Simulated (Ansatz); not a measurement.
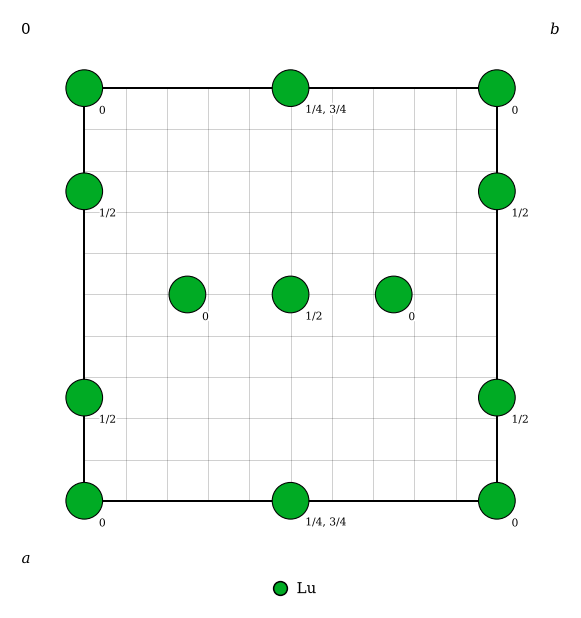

Plan of a unit cell projected along c (a down the page, b across); the numbers are heights as fractions of c, and atoms on the cell's edges are repeated. The grid marks tenths of a and b. Source: the end point of a relaxation with DFT, PBE, plane waves (420 eV) with PAW, scalar-relativistic in Ansatz; the starting structure was generated, so it need not be a known form of this composition. The drawing is computed from the coordinates (standard cell, symmetry found to 0.002 Å).

a = 6.262 Å, b = 6.262 Å, c = 6.262 Å, α = 90.00°, β = 90.00°, γ = 90.00°.

What does the cell contain?

Answer. 8 Lu: Lu, Z = 8.

Which space group?

Answer. Pm-3n, No. 223, primitive cubic.

Give the independent sites, coordinates to two places.

Answer.
```json
{"atom": "Lu", "site": "2a", "symmetry": "m-3.", "x": "0.00", "y": "0.00", "z": "0.00"}
{"atom": "Lu", "site": "6c", "symmetry": "-4m.2", "x": "0.25", "y": "0.00", "z": "0.50"}
```
